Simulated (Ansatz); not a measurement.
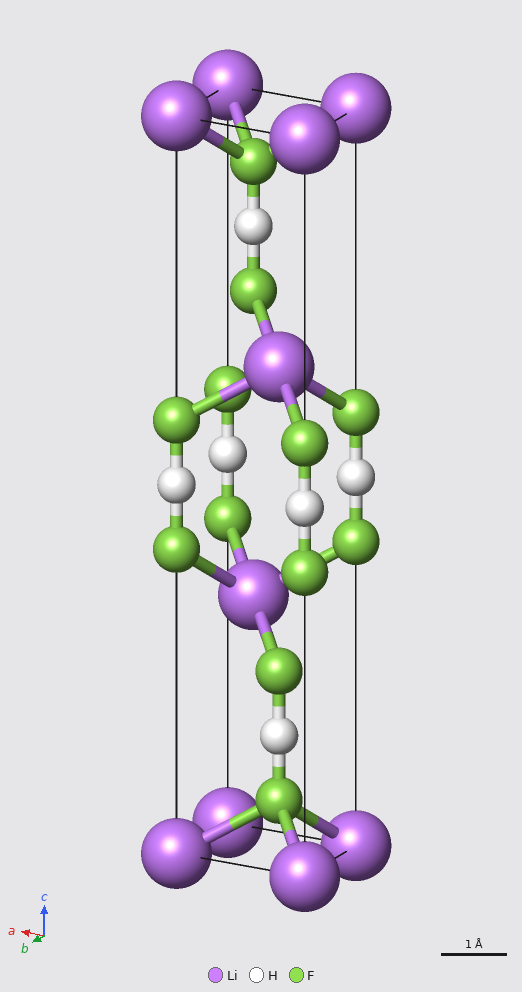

A ball-and-stick rendering, viewed from a general direction. Thin lines show the conventional unit cell, with boundary atoms drawn in all their periodic places.

LiHF₂, space group R-3m (No. 166), a = 2.89 Å, b = 2.89 Å, c = 11.69 Å, α = 90.00°, β = 90.00°, γ = 120.00°.

Setup: DFT LDA, scalar-relativistic, plane waves, PAW in Ansatz 0.2.0; cutoff 420 eV, k-points about 0.29 Å⁻¹ apart, Gaussian smearing of 0.05 eV, no spin polarisation.

Question: What is the band gap, if any?

Answer: An insulator at this level, with a gap of 8.68 eV on the k-mesh (the true edges may lie between mesh points, so the gap can be somewhat smaller).

Question: Give the pressure and its sign.

Answer: The computed pressure is 24.1 GPa (compressed: it would expand). The stress isn't hydrostatic: its largest component is 65.7 GPa.

The starting point was a structure listed in the Materials Project. The cell was then strained or its atoms displaced on purpose. It was run through Ansatz as a DFT input.

At this level of theory the cell isn't at rest (compressed, at 24 GPa and forces up to 4.1 eV/Å), so its distances can differ from those at equilibrium, the more so the softer the solid.
